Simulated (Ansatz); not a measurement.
Input

```
crystal:
  lattice:
    - [3.05095342683, 3.05095342683, 0.0]
    - [-3.05095342683, 3.05095342683, 0.0]
    - [0.0, 3.05095342683, 3.07548370564]
  atoms:
    - { symbol: Ga, position: [0.0, 0.0, 0.0] }
    - { symbol: Sb, position: [0.75, 0.25, 0.5] }
kpoints:
  mp_grid: { grid: [6, 6, 6] }
scf:
  occupations: { method: fixed }
hamiltonian:
  xc: r2scan
  pseudopotentials: { kind: paw }
relax:
  f_tol: 0.002
  max_steps: 80
  cell: { fix: [a, b, gamma] }
output:
  forces: true
  stress: true
  write_density: true
  write_potential: true
  elf: true
  volumetric_format: npy
```

Launched as:

```sh
ansatz run input.yaml --threads 1 --pin off --max-ram 3072MiB --backend cpu --events-out ev --progress --plain --runs-dir out
```

Below, planes, directions and counts refer to the conventional cell (a = 4.31 Å, b = 4.31 Å, c = 6.16 Å, α = 90.00°, β = 90.00°, γ = 90.00°).

The fields are those of the relaxed geometry.

Space group I-4m2; changed on purpose from its base cell (in-plane strain -0.005, out-of-plane length and atoms relaxed by PAW).

Theory: DFT, r2SCAN, PAW with Ansatz's default frozen-core files, scalar-relativistic; relaxation of cell and atoms (Ansatz).

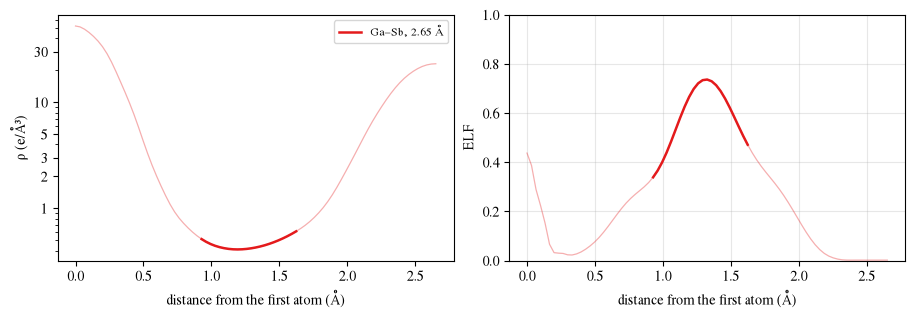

GaSb. Valence pseudo-density and ELF along straight lines between neighbouring atoms. Thin, pale parts lie inside the atomic spheres.

In a PAW calculation such maps are meaningful between the atoms, not at the nuclei.

What can be read from the curves?

Answer. Ga–Sb (2.65 Å): ρ at the midpoint is about 0.43 e/Å³; the ELF peaks at about 0.75 between the atoms.
